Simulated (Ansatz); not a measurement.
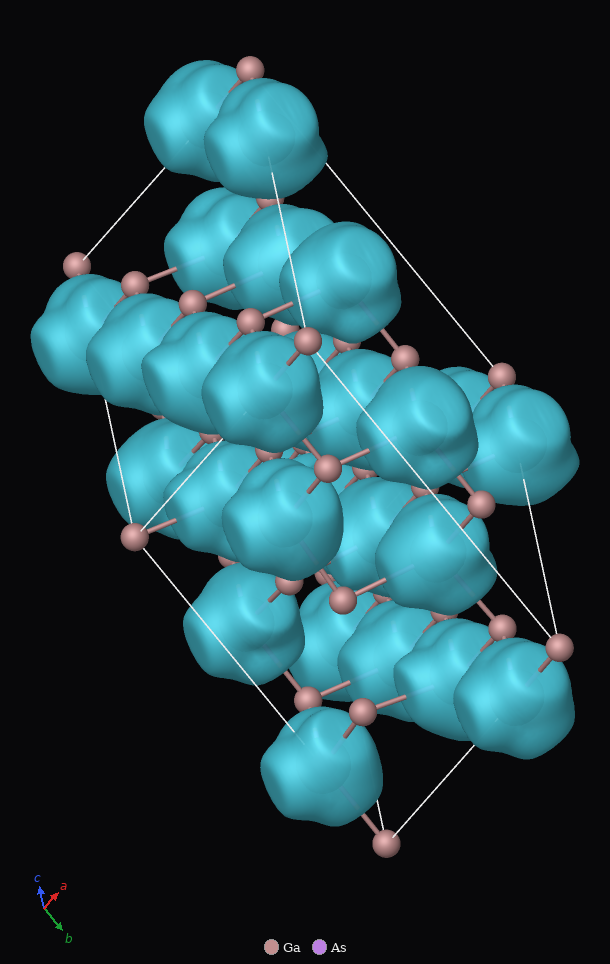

Figure. Ga₁₆As₁₅ (cell with a defect). Isosurface of the electron localisation function at 0.55 (cyan), seen at an oblique angle. Only the valence region is drawn (cores and ρ < 0.01 e/Å³ removed). Sticks mark near contacts.

Spin-polarised.

Level of theory: DFT PBEsol, scalar-relativistic, plane waves, PAW in Ansatz.

Core electrons are frozen (PAW), and the valence fields are smoothed inside the atomic spheres.

**Where are the electrons localised?**

At this value the surface marks out 15 regions on As in which the atom's valence shell and bonds are merged, counted in one cell of 31 atoms. Regions shared between cells count once.

Values along the shortest contacts:
Ga–As (2.44 Å): the ELF peaks at about 0.80 between the atoms. Ga–As (2.48 Å): the ELF peaks at about 0.75 between the atoms.

**Metal or insulator at this level of theory?**

It is gapless in this calculation (a metal or semimetal).
